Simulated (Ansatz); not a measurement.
Run report: ZnSe, molecular dynamics (part 2 of 2)

ZnSe (16 atoms in the cell); DFT, PBEsol, plane waves, PAW, no spin polarisation (Ansatz 0.2.0); cutoff 420 eV, 2×2×2 k-mesh, Fermi–Dirac smearing of 0.052 eV. The structure was built on a prototype by a generator. The geometry comes from this level: r2SCAN. It belongs to a series of runs on one base structure; here: NVT, Langevin thermostat at 600 K.

Geometry of the input (Å; fractional positions):
```
0.0000  5.6648  5.6648
5.6648  0.0000  5.6648
5.6648  5.6648  0.0000
Zn 0.0000  0.0000  0.0000
Se 0.1250  0.1250  0.1250
Zn -0.0000  0.0000  0.5000
Se 0.1250  0.1250  0.6250
Zn -0.0000  0.5000  0.0000
Se 0.1250  0.6250  0.1250
Zn -0.0000  0.5000  0.5000
Se 0.1250  0.6250  0.6250
Zn 0.5000  -0.0000  0.0000
Se 0.6250  0.1250  0.1250
Zn 0.5000  -0.0000  0.5000
Se 0.6250  0.1250  0.6250
Zn 0.5000  0.5000  0.0000
Se 0.6250  0.6250  0.1250
Zn 0.5000  0.5000  0.5000
Se 0.6250  0.6250  0.6250
```

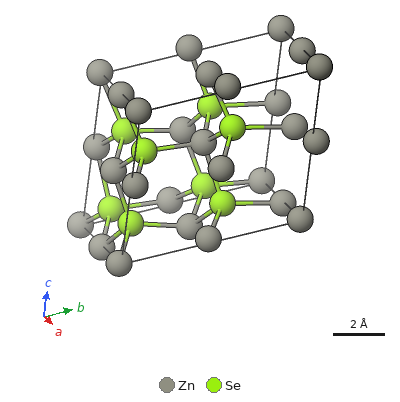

The geometry at step 22 of the log (ball-and-stick view of the cell of the calculation, seen slightly off an axis).

**Output, continued**
```
--- Forces (eV/Å), atoms counted from 1 ---
  atom   1  Zn     0.42806593    -1.09223910     0.50517787
  atom   2  Se     0.80628653     0.35469800     0.07067471
  atom   3  Zn    -0.59067618     0.61838114     0.41455415
  atom   4  Se    -0.38665398    -0.55921390    -0.53267353
  atom   5  Zn     0.05729080    -0.08350168     0.35073716
  atom   6  Se    -1.05484316     0.19581544    -1.12295673
  atom   7  Zn    -0.36782041     0.27199167    -0.25435835
  atom   8  Se     0.93724138     0.05225324     0.71366448
  atom   9  Zn     0.11031179    -0.00080174    -0.13023947
  atom  10  Se    -0.21100560     0.48797097     0.13886701
  atom  11  Zn     0.03542129    -0.73611400    -0.15225628
  atom  12  Se     0.34575682     0.41330236    -0.12418045
  atom  13  Zn     0.72710475     0.26054677     0.01028960
  atom  14  Se    -0.58589739    -0.10658498     0.35694077
  atom  15  Zn     0.03111675     0.40389751     0.02285677
  atom  16  Se    -0.28170502    -0.48040100    -0.26709044
  max |Σ_I F_I| component: 7.26e-6 eV/Å
--- MD trajectory: 40 steps, t = 0.0 → 80.0 fs ---
  final state: T = 495.3 K   F+E_penalty+E_count = -69650.28888082 eV   E_kin = 1.024452 eV
```

**Trajectory as extended XYZ (Å, eV, eV/Å), 14 of the 41 frames kept, from step=0 to step=40**
```
16
Lattice="0.0000 5.6648 5.6648 5.6648 0.0000 5.6648 5.6648 5.6648 0.0000" Properties=species:S:1:pos:R:3:forces:R:3 step=0 time_fs=0.0 energy=-69651.04644 temperature=562.5
Zn    0.0000    0.0000    0.0000    0.0000   0.0000   0.0000
Se    1.4162    1.4162    1.4162    0.0000   0.0000   0.0000
Zn    2.8324    2.8324    0.0000    0.0000   0.0000   0.0000
Se    4.2486    4.2486    1.4162    0.0000   0.0000   0.0000
Zn    2.8324    0.0000    2.8324    0.0000   0.0000   0.0000
Se    4.2486    1.4162    4.2486    0.0000   0.0000   0.0000
Zn    5.6648    2.8324    2.8324    0.0000   0.0000   0.0000
Se    7.0811    4.2486    4.2486    0.0000   0.0000   0.0000
Zn    0.0000    2.8324    2.8324    0.0000   0.0000   0.0000
Se    1.4162    4.2486    4.2486    0.0000   0.0000   0.0000
Zn    2.8324    5.6648    2.8324    0.0000   0.0000   0.0000
Se    4.2486    7.0811    4.2486    0.0000   0.0000   0.0000
Zn    2.8324    2.8324    5.6648    0.0000   0.0000   0.0000
Se    4.2486    4.2486    7.0811    0.0000   0.0000   0.0000
Zn    5.6648    5.6648    5.6648    0.0000   0.0000   0.0000
Se    7.0811    7.0811    7.0811    0.0000   0.0000   0.0000
16
Lattice="0.0000 5.6648 5.6648 5.6648 0.0000 5.6648 5.6648 5.6648 0.0000" Properties=species:S:1:pos:R:3:forces:R:3 step=3 time_fs=6.0 energy=-69651.00759 temperature=553.8
Zn    0.0011    0.0077   -0.0169   -0.0776  -0.0857   0.0781
Se    1.3914    1.4222    1.4294    0.2014  -0.0848  -0.2285
Zn    2.8502    2.8137    0.0089   -0.1392   0.1838  -0.0060
Se    4.2500    4.2467    1.4360   -0.0534   0.0802  -0.1492
Zn    2.8350   -0.0034    2.7961   -0.0019   0.0433   0.1637
Se    4.2320    1.4164    4.2585   -0.0162  -0.0145  -0.0949
Zn    5.6543    2.8184    2.8276   -0.0211   0.0354   0.0895
Se    7.0798    4.2538    4.2195    0.1331  -0.1435   0.1681
Zn    0.0038    2.8095    2.8117   -0.1397   0.2151   0.2332
Se    1.4317    4.2622    4.2462   -0.2416  -0.1534  -0.0142
Zn    2.8320    5.6803    2.8641    0.0279  -0.0880  -0.2044
Se    4.2421    7.0621    4.2609    0.1751   0.1950   0.0025
Zn    2.8108    2.8386    5.6778    0.1063   0.0223  -0.0884
Se    4.2388    4.2430    7.0770    0.2212   0.0628  -0.0609
Zn    5.6956    5.6663    5.6455   -0.0352  -0.0588   0.1471
Se    7.0973    7.0989    7.0937   -0.1390  -0.2091  -0.0356
16
Lattice="0.0000 5.6648 5.6648 5.6648 0.0000 5.6648 5.6648 5.6648 0.0000" Properties=species:S:1:pos:R:3:forces:R:3 step=6 time_fs=12.0 energy=-69650.90596 temperature=434.9
Zn    0.0018    0.0103   -0.0311   -0.1185  -0.1504   0.1405
Se    1.3687    1.4307    1.4424    0.4099  -0.2353  -0.4749
Zn    2.8727    2.7982    0.0219   -0.3030   0.3210  -0.0082
Se    4.2488    4.2371    1.4557   -0.0645   0.2035  -0.2756
Zn    2.8376   -0.0054    2.7613   -0.0348   0.0742   0.3339
Se    4.2174    1.4173    4.2694   -0.0365  -0.0676  -0.1698
Zn    5.6405    2.8034    2.8271    0.0100   0.0362   0.1482
Se    7.0755    4.2534    4.1965    0.2742  -0.2322   0.2569
Zn   -0.0005    2.7824    2.7971   -0.2710   0.4666   0.4365
Se    1.4510    4.2708    4.2415   -0.5096  -0.2820   0.0240
Zn    2.8311    5.6911    2.8938    0.0559  -0.1455  -0.4131
Se    4.2344    7.0502    4.2711    0.3346   0.3083   0.0315
Zn    2.7902    2.8440    5.6890    0.2062   0.0377  -0.1416
Se    4.2316    4.2370    7.0749    0.3936   0.1011  -0.1205
Zn    5.7214    5.6649    5.6228   -0.0637  -0.0882   0.2855
Se    7.1123    7.1066    7.1047   -0.2829  -0.3475  -0.0533
16
Lattice="0.0000 5.6648 5.6648 5.6648 0.0000 5.6648 5.6648 5.6648 0.0000" Properties=species:S:1:pos:R:3:forces:R:3 step=9 time_fs=18.0 energy=-69650.78106 temperature=416.4
Zn   -0.0031    0.0119   -0.0407   -0.0857  -0.2298   0.1578
Se    1.3509    1.4309    1.4510    0.5930  -0.3258  -0.6938
Zn    2.8948    2.7855    0.0327   -0.4454   0.4199   0.0154
Se    4.2513    4.2314    1.4689   -0.1103   0.2850  -0.3545
Zn    2.8384   -0.0063    2.7265   -0.0349   0.0841   0.5070
Se    4.2099    1.4176    4.2838   -0.0965  -0.1122  -0.2881
Zn    5.6267    2.7942    2.8289    0.0471   0.0022   0.1855
Se    7.0698    4.2516    4.1779    0.4412  -0.3125   0.2793
Zn   -0.0101    2.7535    2.7861   -0.3779   0.6690   0.5848
Se    1.4657    4.2691    4.2305   -0.7628  -0.3097   0.0807
Zn    2.8297    5.6976    2.9171    0.0870  -0.1401  -0.5801
Se    4.2338    7.0405    4.2856    0.4056   0.3510   0.0078
Zn    2.7668    2.8507    5.6860    0.3087   0.0142  -0.0863
Se    4.2287    4.2275    7.0746    0.4814   0.1114  -0.1983
Zn    5.7452    5.6547    5.5972   -0.1031  -0.0680   0.4606
Se    7.1177    7.1109    7.1133   -0.3475  -0.4384  -0.0779
16
Lattice="0.0000 5.6648 5.6648 5.6648 0.0000 5.6648 5.6648 5.6648 0.0000" Properties=species:S:1:pos:R:3:forces:R:3 step=12 time_fs=24.0 energy=-69650.63384 temperature=465.7
Zn   -0.0074    0.0086   -0.0551   -0.0795  -0.2783   0.2039
Se    1.3319    1.4263    1.4516    0.7644  -0.3606  -0.8572
Zn    2.9245    2.7754    0.0378   -0.6228   0.4827   0.0625
Se    4.2529    4.2210    1.4801   -0.1652   0.4230  -0.4245
Zn    2.8425    0.0019    2.6952   -0.0272   0.0621   0.6313
Se    4.2051    1.4242    4.2995   -0.1611  -0.1635  -0.4047
Zn    5.6130    2.7861    2.8256    0.0983  -0.0242   0.2602
Se    7.0698    4.2499    4.1580    0.5921  -0.3951   0.2651
Zn   -0.0204    2.7297    2.7785   -0.4601   0.7980   0.6640
Se    1.4707    4.2704    4.2134   -0.9468  -0.3633   0.1459
Zn    2.8275    5.7071    2.9413    0.1130  -0.1232  -0.7718
Se    4.2378    7.0269    4.3015    0.4642   0.3991  -0.0488
Zn    2.7427    2.8623    5.6762    0.3924  -0.0202   0.0248
Se    4.2309    4.2182    7.0737    0.4992   0.1346  -0.2673
Zn    5.7722    5.6440    5.5680   -0.1367  -0.0559   0.6536
Se    7.1160    7.1167    7.1214   -0.3242  -0.5151  -0.1369
16
Lattice="0.0000 5.6648 5.6648 5.6648 0.0000 5.6648 5.6648 5.6648 0.0000" Properties=species:S:1:pos:R:3:forces:R:3 step=15 time_fs=30.0 energy=-69650.49570 temperature=403.7
Zn   -0.0079    0.0056   -0.0679   -0.0811  -0.3114   0.2538
Se    1.3204    1.4248    1.4457    0.8533  -0.3611  -0.9007
Zn    2.9530    2.7730    0.0406   -0.7760   0.4921   0.0854
Se    4.2535    4.2064    1.4891   -0.2083   0.6185  -0.4789
Zn    2.8463    0.0122    2.6729    0.0197   0.0137   0.6766
Se    4.2046    1.4358    4.3170   -0.2429  -0.2416  -0.5032
Zn    5.5980    2.7812    2.8246    0.1641  -0.0777   0.3144
Se    7.0737    4.2410    4.1374    0.7161  -0.4107   0.2563
Zn   -0.0369    2.7117    2.7751   -0.4540   0.8229   0.6744
Se    1.4734    4.2729    4.1966   -1.1163  -0.4513   0.2263
Zn    2.8221    5.7153    2.9654    0.1657  -0.0702  -0.9628
Se    4.2419    7.0139    4.3166    0.5396   0.4054  -0.0883
Zn    2.7157    2.8710    5.6711    0.4801  -0.0345   0.0898
Se    4.2388    4.2043    7.0663    0.4262   0.2276  -0.2597
Zn    5.7973    5.6239    5.5472   -0.1709  -0.0049   0.7809
Se    7.1128    7.1238    7.1278   -0.3153  -0.6169  -0.1643
16
Lattice="0.0000 5.6648 5.6648 5.6648 0.0000 5.6648 5.6648 5.6648 0.0000" Properties=species:S:1:pos:R:3:forces:R:3 step=18 time_fs=36.0 energy=-69650.38883 temperature=364.5
Zn   -0.0113    0.0070   -0.0784   -0.0547  -0.3923   0.2698
Se    1.3046    1.4148    1.4334    0.9246  -0.2475  -0.7976
Zn    2.9830    2.7672    0.0417   -0.9430   0.5334   0.1556
Se    4.2581    4.1999    1.4957   -0.2558   0.7158  -0.5159
Zn    2.8553    0.0196    2.6535    0.0127  -0.0013   0.6972
Se    4.2105    1.4490    4.3326   -0.3923  -0.3226  -0.5797
Zn    5.5824    2.7728    2.8309    0.2421  -0.0882   0.2875
Se    7.0791    4.2276    4.1158    0.8344  -0.3915   0.2632
Zn   -0.0531    2.7024    2.7816   -0.3713   0.7649   0.5889
Se    1.4707    4.2713    4.1794   -1.1865  -0.4868   0.2914
Zn    2.8240    5.7229    2.9805    0.1535  -0.0515  -1.0780
Se    4.2452    7.0025    4.3341    0.6406   0.3522  -0.1583
Zn    2.6925    2.8748    5.6709    0.5214  -0.0241   0.1080
Se    4.2462    4.1944    7.0544    0.3696   0.2701  -0.2233
Zn    5.8192    5.5961    5.5323   -0.2012   0.0617   0.8531
Se    7.1053    7.1256    7.1300   -0.2943  -0.6923  -0.1617
16
Lattice="0.0000 5.6648 5.6648 5.6648 0.0000 5.6648 5.6648 5.6648 0.0000" Properties=species:S:1:pos:R:3:forces:R:3 step=22 time_fs=44.0 energy=-69650.25872 temperature=368.6
Zn   -0.0115    0.0256   -0.0957    0.0245  -0.6257   0.3214
Se    1.2886    1.4038    1.4174    1.0330  -0.0749  -0.6366
Zn    3.0216    2.7551    0.0419   -1.0593   0.6543   0.2758
Se    4.2708    4.2086    1.5078   -0.3063   0.6470  -0.5738
Zn    2.8720    0.0310    2.6265   -0.0219  -0.0209   0.7353
Se    4.2231    1.4587    4.3546   -0.6399  -0.2882  -0.7391
Zn    5.5812    2.7563    2.8414    0.1859   0.0201   0.2459
Se    7.0878    4.2186    4.0906    0.9801  -0.3784   0.2831
Zn   -0.0729    2.6893    2.7970   -0.2296   0.6820   0.4459
Se    1.4600    4.2567    4.1580   -1.1432  -0.3460   0.2858
Zn    2.8279    5.7415    2.9881    0.0134  -0.1983  -1.1374
Se    4.2523    6.9836    4.3432    0.7524   0.3002  -0.0969
Zn    2.6624    2.8807    5.6717    0.5746  -0.0412   0.1127
Se    4.2531    4.1751    7.0437    0.3044   0.3323  -0.1927
Zn    5.8369    5.5500    5.5274   -0.2452   0.1610   0.8865
Se    7.0900    7.1298    7.1341   -0.2230  -0.8234  -0.2160
16
Lattice="0.0000 5.6648 5.6648 5.6648 0.0000 5.6648 5.6648 5.6648 0.0000" Properties=species:S:1:pos:R:3:forces:R:3 step=25 time_fs=50.0 energy=-69650.19418 temperature=406.0
Zn   -0.0042    0.0452   -0.1115    0.1171  -0.8052   0.4084
Se    1.2830    1.4043    1.4096    1.0739   0.0446  -0.5082
Zn    3.0456    2.7556    0.0317   -1.1094   0.7584   0.4005
Se    4.2802    4.2270    1.5175   -0.3222   0.5059  -0.6353
Zn    2.8889    0.0330    2.6044   -0.1026   0.0344   0.7607
Se    4.2306    1.4588    4.3701   -0.8140  -0.1899  -0.8807
Zn    5.5820    2.7484    2.8515    0.1009   0.1031   0.2085
Se    7.0954    4.2175    4.0709    1.0269  -0.3434   0.3487
Zn   -0.0936    2.6795    2.8226   -0.0790   0.6213   0.2567
Se    1.4495    4.2396    4.1466   -1.0308  -0.1759   0.2590
Zn    2.8281    5.7566    2.9814   -0.0790  -0.3536  -1.0731
Se    4.2586    6.9688    4.3503    0.7487   0.2231  -0.0391
Zn    2.6419    2.8781    5.6768    0.6209  -0.0260   0.0864
Se    4.2577    4.1662    7.0367    0.2866   0.2854  -0.1780
Zn    5.8464    5.5211    5.5373   -0.2314   0.1750   0.8290
Se    7.0787    7.1272    7.1388   -0.2066  -0.8574  -0.2436
16
Lattice="0.0000 5.6648 5.6648 5.6648 0.0000 5.6648 5.6648 5.6648 0.0000" Properties=species:S:1:pos:R:3:forces:R:3 step=28 time_fs=56.0 energy=-69650.17103 temperature=429.6
Zn    0.0048    0.0625   -0.1238    0.2029  -0.9516   0.4874
Se    1.2861    1.4060    1.3998    1.0552   0.1711  -0.3513
Zn    3.0659    2.7601    0.0207   -1.1165   0.8046   0.4770
Se    4.2864    4.2512    1.5236   -0.3024   0.3413  -0.6650
Zn    2.9023    0.0339    2.5892   -0.1528   0.0810   0.7578
Se    4.2430    1.4586    4.3770   -1.0047  -0.0897  -0.9631
Zn    5.5838    2.7479    2.8617    0.0347   0.1683   0.1218
Se    7.1078    4.2106    4.0563    1.0401  -0.2673   0.4252
Zn   -0.1114    2.6732    2.8518    0.0778   0.5632   0.0258
Se    1.4359    4.2237    4.1402   -0.8606  -0.0142   0.2294
Zn    2.8293    5.7743    2.9719   -0.1544  -0.5149  -0.9617
Se    4.2716    6.9520    4.3576    0.6834   0.1629   0.0394
Zn    2.6213    2.8672    5.6823    0.7028   0.0356   0.0330
Se    4.2666    4.1636    7.0296    0.2233   0.1732  -0.1484
Zn    5.8594    5.4922    5.5564   -0.2022   0.1608   0.7121
Se    7.0693    7.1172    7.1399   -0.2267  -0.8242  -0.2195
16
Lattice="0.0000 5.6648 5.6648 5.6648 0.0000 5.6648 5.6648 5.6648 0.0000" Properties=species:S:1:pos:R:3:forces:R:3 step=31 time_fs=62.0 energy=-69650.18489 temperature=414.2
Zn    0.0086    0.0762   -0.1292    0.2967  -1.0431   0.5502
Se    1.2931    1.4123    1.3913    1.0119   0.2682  -0.2360
Zn    3.0783    2.7734    0.0108   -1.0679   0.7909   0.5022
Se    4.3024    4.2784    1.5237   -0.3269   0.1720  -0.6454
Zn    2.9148    0.0418    2.5786   -0.1555   0.0735   0.7033
Se    4.2501    1.4547    4.3764   -1.1193   0.0156  -1.0350
Zn    5.5948    2.7518    2.8738   -0.0696   0.2087   0.0388
Se    7.1242    4.2057    4.0412    1.0312  -0.1620   0.5481
Zn   -0.1229    2.6759    2.8775    0.1575   0.4615  -0.1219
Se    1.4205    4.2135    4.1368   -0.6845   0.1020   0.2206
Zn    2.8242    5.7903    2.9532   -0.1169  -0.6216  -0.7863
Se    4.2810    6.9321    4.3710    0.5832   0.1600   0.0220
Zn    2.6059    2.8495    5.6807    0.7499   0.1161  -0.0189
Se    4.2768    4.1587    7.0175    0.1010   0.0877  -0.0598
Zn    5.8656    5.4623    5.5780   -0.1379   0.1451   0.5558
Se    7.0603    7.1073    7.1415   -0.2530  -0.7746  -0.2377
16
Lattice="0.0000 5.6648 5.6648 5.6648 0.0000 5.6648 5.6648 5.6648 0.0000" Properties=species:S:1:pos:R:3:forces:R:3 step=34 time_fs=68.0 energy=-69650.21404 temperature=469.2
Zn    0.0110    0.0920   -0.1346    0.4077  -1.1321   0.6374
Se    1.3004    1.4295    1.3802    0.9776   0.2866  -0.1384
Zn    3.0818    2.7853    0.0029   -0.9484   0.7567   0.5083
Se    4.3198    4.3124    1.5254   -0.3614  -0.0365  -0.6338
Zn    2.9154    0.0549    2.5799   -0.1131   0.0208   0.5894
Se    4.2512    1.4478    4.3765   -1.2076   0.1442  -1.1382
Zn    5.6053    2.7583    2.8894   -0.1847   0.2199  -0.0634
Se    7.1410    4.1963    4.0333    1.0243  -0.0453   0.6474
Zn   -0.1329    2.6902    2.8920    0.1597   0.2943  -0.1683
Se    1.3969    4.2017    4.1367   -0.4656   0.2641   0.1957
Zn    2.8201    5.8040    2.9292   -0.0817  -0.7059  -0.5838
Se    4.2885    6.9110    4.3828    0.4936   0.2230  -0.0227
Zn    2.5969    2.8335    5.6705    0.7411   0.1583  -0.0056
Se    4.2863    4.1538    7.0061   -0.1083   0.0646   0.0541
Zn    5.8681    5.4286    5.5995   -0.0707   0.1872   0.4009
Se    7.0482    7.0997    7.1418   -0.2626  -0.6998  -0.2789
16
Lattice="0.0000 5.6648 5.6648 5.6648 0.0000 5.6648 5.6648 5.6648 0.0000" Properties=species:S:1:pos:R:3:forces:R:3 step=37 time_fs=74.0 energy=-69650.23527 temperature=507.1
Zn    0.0134    0.1040   -0.1358    0.5037  -1.1937   0.6760
Se    1.3159    1.4406    1.3670    0.9001   0.3319  -0.0441
Zn    3.0813    2.7944    0.0002   -0.7971   0.7001   0.4827
Se    4.3365    4.3510    1.5248   -0.3733  -0.2888  -0.5935
Zn    2.9074    0.0616    2.5881   -0.0289  -0.0398   0.4695
Se    4.2450    1.4344    4.3764   -1.2217   0.2658  -1.2346
Zn    5.6156    2.7601    2.9052   -0.3098   0.2266  -0.1651
Se    7.1552    4.1869    4.0292    1.0137   0.0141   0.7040
Zn   -0.1393    2.7037    2.8963    0.1539   0.1428  -0.1690
Se    1.3829    4.1916    4.1405   -0.3326   0.3969   0.1391
Zn    2.8178    5.8147    2.9019   -0.0240  -0.7394  -0.3708
Se    4.2955    6.8936    4.3904    0.4237   0.2914  -0.0678
Zn    2.5873    2.8124    5.6570    0.7433   0.1952   0.0363
Se    4.2957    4.1510    6.9932   -0.3444  -0.0044   0.1942
Zn    5.8733    5.3890    5.6226   -0.0346   0.2988   0.2285
Se    7.0330    7.0869    7.1367   -0.2718  -0.5976  -0.2854
16
Lattice="0.0000 5.6648 5.6648 5.6648 0.0000 5.6648 5.6648 5.6648 0.0000" Properties=species:S:1:pos:R:3:forces:R:3 step=40 time_fs=80.0 energy=-69650.28888 temperature=495.3
Zn    0.0208    0.1090   -0.1222    0.4281  -1.0922   0.5052
Se    1.3395    1.4533    1.3487    0.8063   0.3547   0.0707
Zn    3.0721    2.8041   -0.0045   -0.5907   0.6184   0.4146
Se    4.3538    4.3926    1.5195   -0.3867  -0.5592  -0.5327
Zn    2.8970    0.0630    2.5992    0.0573  -0.0835   0.3507
Se    4.2310    1.4261    4.3623   -1.0548   0.1958  -1.1230
Zn    5.6207    2.7583    2.9173   -0.3678   0.2720  -0.2544
Se    7.1723    4.1751    4.0307    0.9372   0.0523   0.7137
Zn   -0.1365    2.7162    2.8921    0.1103  -0.0008  -0.1302
Se    1.3728    4.1834    4.1416   -0.2110   0.4880   0.1389
Zn    2.8198    5.8210    2.8739    0.0354  -0.7361  -0.1523
Se    4.3056    6.8758    4.3959    0.3458   0.4133  -0.1242
Zn    2.5794    2.7889    5.6503    0.7271   0.2605   0.0103
Se    4.3055    4.1481    6.9783   -0.5859  -0.1066   0.3569
Zn    5.8789    5.3552    5.6469    0.0311   0.4039   0.0229
Se    7.0182    7.0709    7.1313   -0.2817  -0.4804  -0.2671
```

**Key numbers**

```tsv
quantity	value
outcome	finished
mean temperature over the second half	428 K
trajectory	40 steps, 80 fs
ensemble	nvt_langevin
temperature in the input	600 K
time step	2.0 fs
space group of the start (tolerance 0.01 Å)	F-43m (216)
electrons treated	224
potential energy (free energy of the electrons) (last step)	−69650.2889 eV
Fermi energy (last step)	7.289 eV
largest force (length of the vector) (last step)	1.553 eV/Å
hardware	4 threads of Arm Neoverse N1, 98 GiB of memory available, shared host
wall time	6.3 min (CPU time 24 min)
peak memory	1.6 GiB
```

**Remarks**

So short a trajectory is not equilibrated. The logged temperature at the start can lie below the typed one, since it is counted over all degrees of freedom.
